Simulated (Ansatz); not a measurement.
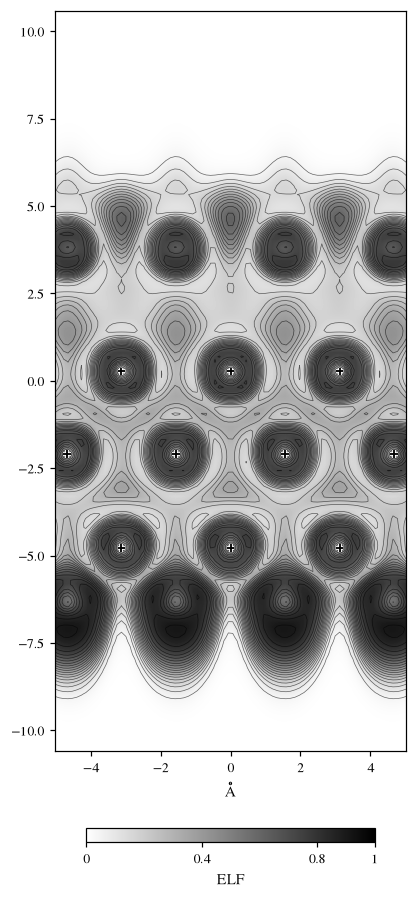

The electron localisation function on a plane through atoms (crosses mark nuclei in the plane).

Computed with DFT PBEsol, scalar-relativistic, plane waves, PAW in Ansatz.

Candidates:
A. InAs (slab), a = 6.09 Å, b = 7.46 Å, c = 26.57 Å, α = 90.00°, β = 90.00°, γ = 114.09°. 
B. Mo₄S₉ (slab), a = 3.12 Å, b = 12.30 Å, c = 26.47 Å, α = 90.00°, β = 90.00°, γ = 97.28°. Computed without spin polarisation.

> Which system is this?

Candidate B: Mo₄S₉ on the (010) plane of the calculation cell, a cut from vacuum to vacuum, which holds Mo. Mo–Mo (2.83 Å): the ELF is about 0.35 at the midpoint.
